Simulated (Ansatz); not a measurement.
Consider Pd.

```cif
data_structure
_symmetry_space_group_name_H-M 'P 1'
_symmetry_Int_Tables_number 1
_cell_length_a 2.6646
_cell_length_b 2.8365
_cell_length_c 3.8898
_cell_angle_alpha 90.000
_cell_angle_beta 90.000
_cell_angle_gamma 90.000
_cell_volume 29.40
loop_
_atom_site_label
_atom_site_type_symbol
_atom_site_fract_x
_atom_site_fract_y
_atom_site_fract_z
_atom_site_occupancy
Pd1 Pd 0.00000 0.00000 0.00000 1
Pd2 Pd 0.50000 0.50000 0.50000 1
```

Space group Immm; changed on purpose from its base cell (strain +0.0625 x Voigt [0, 0, 0, 0, 0, 1], atoms carried along); computed pressure about 8 GPa in this cell.

Computed with Ansatz 0.2.0, DFT PBE, scalar-relativistic, plane waves, PAW.

Predict the valence pseudo-density and electron localisation function between the atoms.

Pd–Pd (2.66 Å): ρ at the midpoint is about 0.35 e/Å³; the ELF is about 0.20 at the midpoint: no shared electron pair shows on this line.
Pd–Pd (2.84 Å): the density is about 0.26 e/Å³ at the midpoint; the ELF is about 0.20 at the midpoint: no shared electron pair shows on this line.

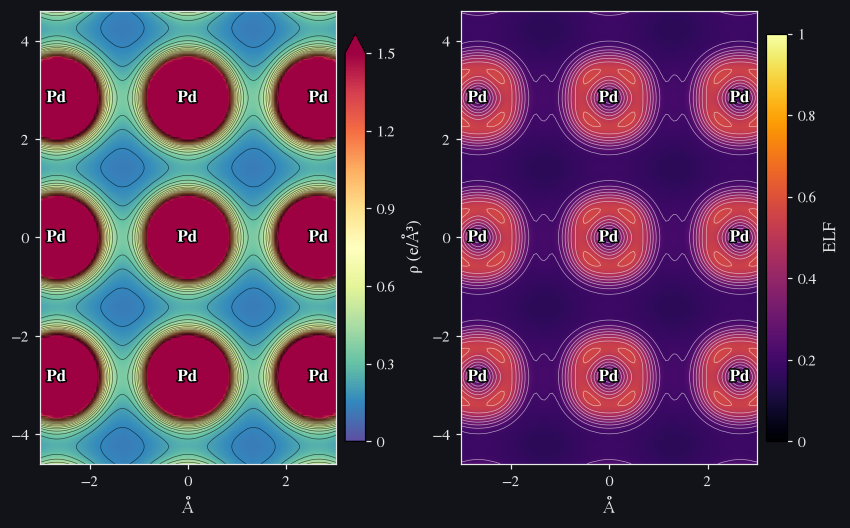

Computed valence pseudo-density and electron localisation function on the (001) plane of the conventional cell, in this order. 

The density is the valence pseudo-density of a PAW calculation; it isn't the true density close to the nuclei.
